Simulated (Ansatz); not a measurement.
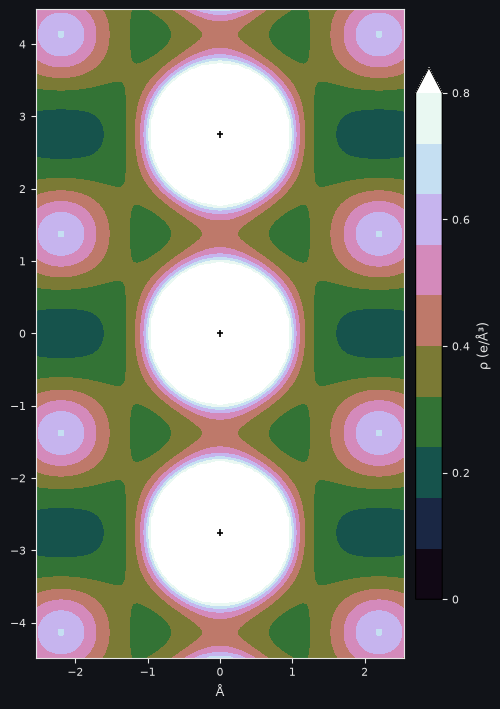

The valence charge density (pseudo) on a plane through atoms (crosses mark nuclei in the plane).

Theory: DFT, RPBE, plane waves (420 eV) with PAW, scalar-relativistic (Ansatz).

Candidates:
A. Al, a = 4.55 Å, b = 4.55 Å, c = 2.82 Å, α = 90.00°, β = 90.00°, γ = 120.00°. Space group P6/mmm; set up as Al, omega (AlB2-type); a generated structure, not necessarily the stable one; changed on purpose from its base cell (volume × 0.96); computed pressure about 3 GPa in this cell; computed without spin polarisation.
B. Re, a = 4.40 Å, b = 4.40 Å, c = 2.75 Å, α = 90.00°, β = 90.00°, γ = 120.00°. Space group P6/mmm; set up as Re, omega (AlB2-type); a generated structure, not necessarily the stable one; computed without spin polarisation.

> Which candidate gave the map?

Candidate B: Re on the (010) plane of the conventional cell, which holds Re. Re–Re (2.75 Å): ρ at the midpoint is about 0.42 e/Å³.
